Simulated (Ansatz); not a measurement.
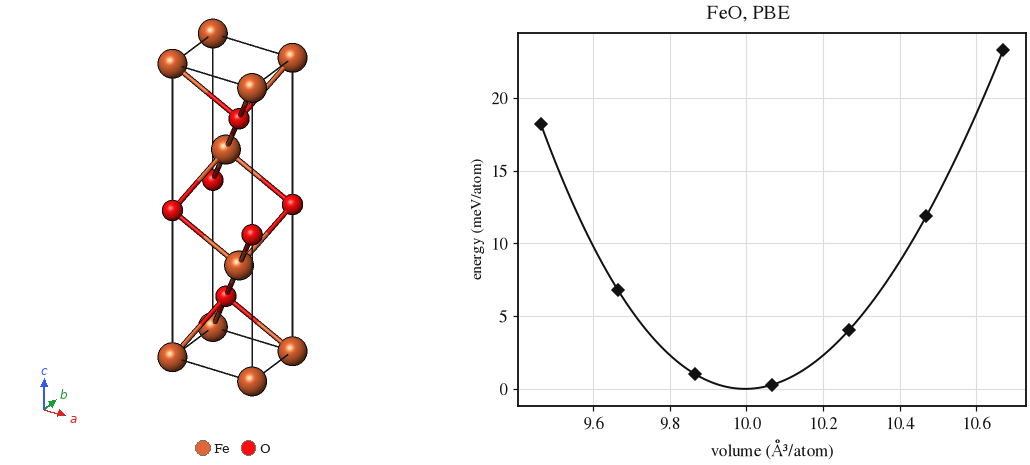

The plot gives the computed energy against volume for FeO, space group R-3m (No. 166). The conventional cell is drawn beside the plot.

Cell as given: a = 3.070 Å, b = 3.070 Å, c = 3.070 Å, α = 59.31°, β = 59.31°, γ = 59.31°; 2 atoms.

Calculation (Ansatz 0.2.0): all-electron LAPW DFT, collinear spins; energies at scaled volumes of the given cell, shape and fractions fixed, counted from the fit's minimum, third-order Birch-Murnaghan fit. Level: PBE, collinear spin.

| setting | value |
| --- | --- |
| k mesh | 11×11×11 |
| occupations | Fermi–Dirac |
| smearing width | 0.05 eV |
| potentials | all electron LAPW, scalar relativistic |
| program settings | basis error eV/atom 0.0005 |

This calculation gives: equilibrium volume 10.00 Å³/atom and bulk modulus 185 GPa.

Now Fe is replaced by Co on all its sites, which gives CoO in the same structure. What happens?

The equilibrium volume falls from 10.00 to 9.57 Å³/atom (−4.3 %) and the bulk modulus falls from 185 to 170 GPa (−8.1 %).

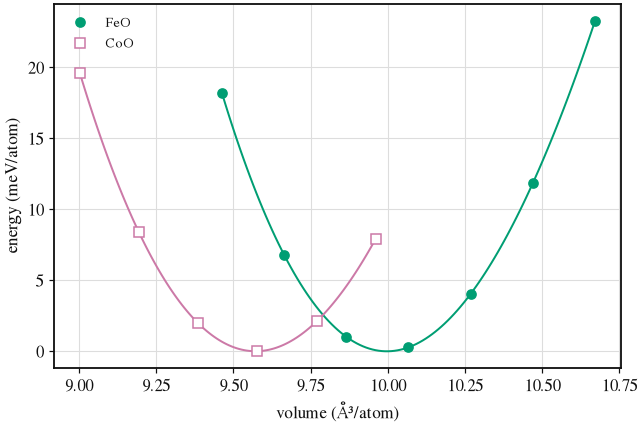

The two results together.

For both, limits of the calculation: shape and atomic fractions are frozen while scaling, which makes layered, chain and framework solids too stiff.

V0 and the bulk modulus come from third-order Birch–Murnaghan fits.
